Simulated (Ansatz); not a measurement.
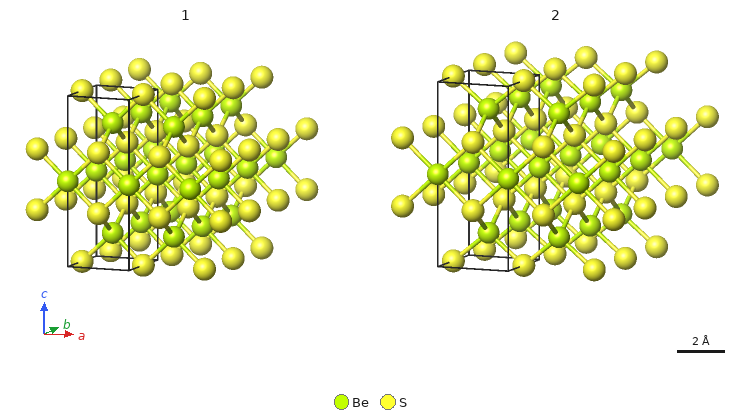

Two geometries of solid BeS (a generated structure, set up in Pmmm) (coarse preliminary run), drawn at one scale. One is the start of a relaxation, the other its converged end. A ball-and-stick model of the cell of the calculation, repeated 2 × 3 × 1 with one cell outlined, seen slightly off an axis.

The calculation used DFT PBE, scalar-relativistic, plane waves, PAW (Ansatz 0.2.0). Settings: plane-wave cutoff 420 eV; k-point mesh 6 × 6 × 4; occupations gaussian; smearing width 0.1 eV; no spin polarisation; cell and atoms relaxed; force threshold 0.04 eV/Å; at most 70 steps.

**Which geometry has the lower energy?**

Structure 2 is the relaxed one. The largest moves relative to the cell, 0.11 Å, are those of Be atoms. Largest moves by element: Be 0.11 Å, S 0.05 Å. Cell: a 2.848 → 3.279 Å (+15.1 %), b 3.215 → 3.496 Å (+8.7 %), c 7.429 → 8.040 Å (+8.2 %). Volume +35.5 %. Near-neighbour distances that change, for instance: S–S 2.848 → 3.279 Å, S–S 2.645 → 2.970 Å, Be–S 1.944 → 2.212 Å, Be–S 1.931 → 2.127 Å. Among the angles between lasting bonds that change: Be–S–Be 94.2° → 102.2°, Be–S–Be 85.8° → 77.8°, S–Be–S 94.2° → 102.2°. The space group stays Pmmm (No. 47). The energy falls by 510 meV per atom in 5 accepted moves (6 points after the start). Largest force component: 1.4 eV/Å at the start, 0.0029 eV/Å at the end. Pressure: 45.07 GPa at the start and 0.16 GPa at the end. At 1 point the geometry stayed and the basis and grid were re-selected for the new cell (energy shift of 1.8 meV per atom at most each time).
